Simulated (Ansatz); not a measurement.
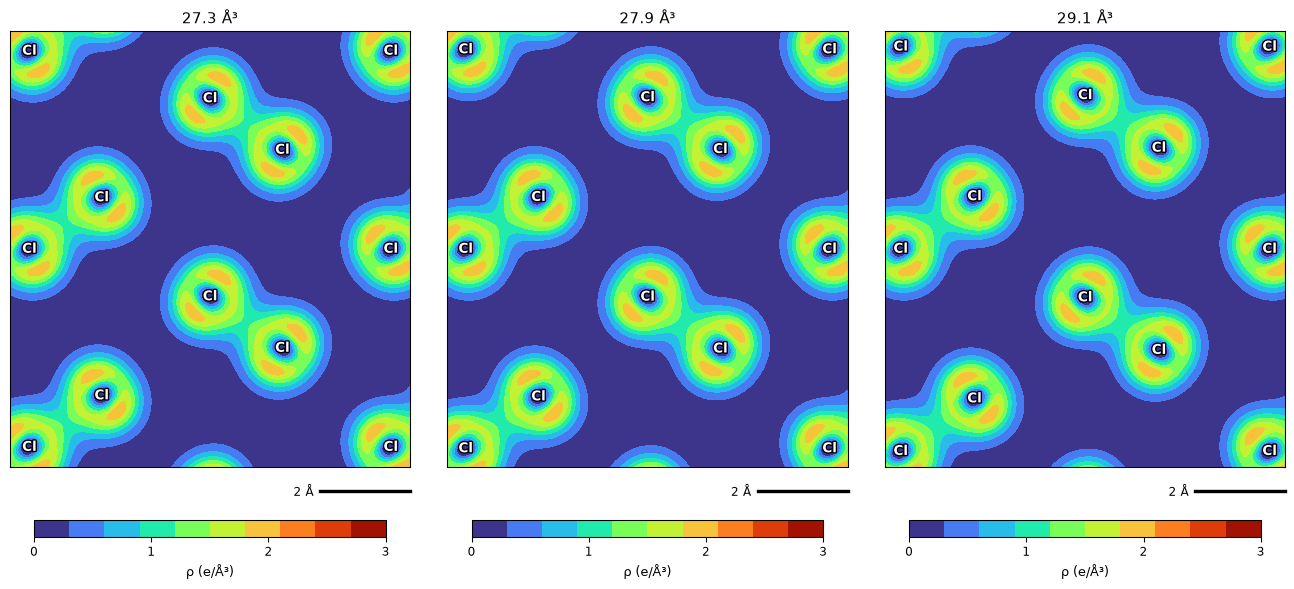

Cl. The valence electron density of cells scaled evenly to different volumes (given per atom above each panel), on the (110) plane of each (indices in the axes of the cell below), at one length scale and on one colour scale.

Level of theory: Kohn-Sham DFT of a periodic cell, PBE, Ansatz PAW (Ansatz).

The largest cell:

```
CELL_PARAMETERS angstrom
3.14500 -2.25000 0.00000
3.14500 2.25000 0.00000
0.00000 0.00000 8.21000
ATOMIC_POSITIONS crystal
Cl 0.37000 0.63000 0.40000
Cl 0.13000 0.87000 0.90000
Cl 0.63000 0.37000 0.60000
Cl 0.87000 0.13000 0.10000
```

| volume (Å³/atom) | Cl–Cl contact in the plane (Å) | ρ at its midpoint (e/Å³) | pressure (GPa) | gap on the mesh (eV) | 
| --- | --- | --- | --- | --- |
| 27.31 | 1.975 | 1.144 | 2.7 | 2.72 | 
| 27.89 | 1.989 | 1.113 | 2.0 | 2.64 | 
| 28.47 | 2.003 | ? | ? | ? | 
| 29.05 | 2.016 | 1.055 | 0.7 | 2.49 | 

What values belong in the row with question marks?

Answer. Over the known rows ln ρ falls by 1.98 per Å of Cl–Cl distance (a least-squares line), which gives 1.082 e/Å³ at 2.003 Å; the calculation gives 1.083 e/Å³. For the pressure, a straight line in volume between the neighbouring rows gives 1.4 GPa; the calculation gives 1.3. For the gap on the mesh, a straight line in volume between the neighbouring rows gives 2.57 eV; the calculation gives 2.57.
